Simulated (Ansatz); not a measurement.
System: Si₁₆N (cell with a defect).

```
Si N
1.0
     0.00000    5.43000    5.43000
     5.43000    0.00000    5.43000
     5.43000    5.43000    0.00000
Si N
16 1
Direct
  0.01619 0.01655 0.95109
  0.10495 0.10534 0.12811
  0.99387 0.99405 0.49886
  0.14109 0.14136 0.57651
  0.05526 0.47273 0.99971
  0.10496 0.66200 0.12810
  0.99382 0.51360 0.49882
  0.13256 0.62119 0.62530
  0.47250 0.05556 0.99948
  0.66162 0.10537 0.12811
  0.51327 0.99405 0.49886
  0.62102 0.13305 0.62496
  0.47236 0.47278 0.99969
  0.63455 0.63428 0.09675
  0.50762 0.50821 0.47660
  0.62102 0.62119 0.62527
  0.32602 0.32634 0.02170
```

PAW files of the earlier set (soft_1); spin-polarised.

These are results of Ansatz 0.2.0, DFT PBEsol, scalar-relativistic, plane waves, PAW, not measurements.

What will maps of the valence pseudo-density and electron localisation function show?

Si–N (1.85 Å): ρ is about 0.85 e/Å³ halfway; the ELF peaks at about 0.85 between the atoms: a polar covalent bond.
Si–Si (2.26 Å): ρ at the midpoint is about 0.63 e/Å³; the ELF peaks at about 0.95 between the atoms (a covalent bond).
Si–Si (2.35 Å): the density is about 0.56 e/Å³ at the midpoint; the ELF peaks at about 0.95 between the atoms: localised, covalent bonding.
Si–Si (2.38 Å): ρ at the midpoint is about 0.54 e/Å³; the ELF peaks at about 0.95 between the atoms, as expected for a covalent bond.

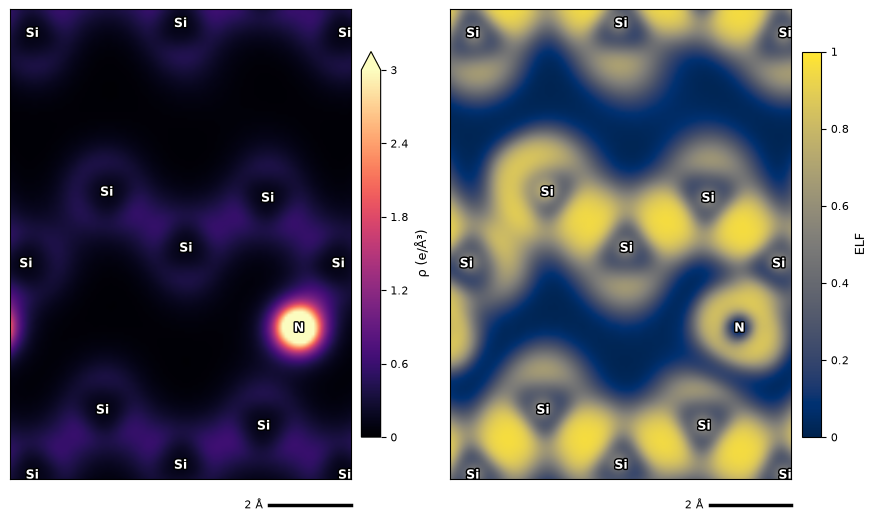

Computed valence pseudo-density and electron localisation function on the (11̄0) plane of the calculation cell, in this order. 
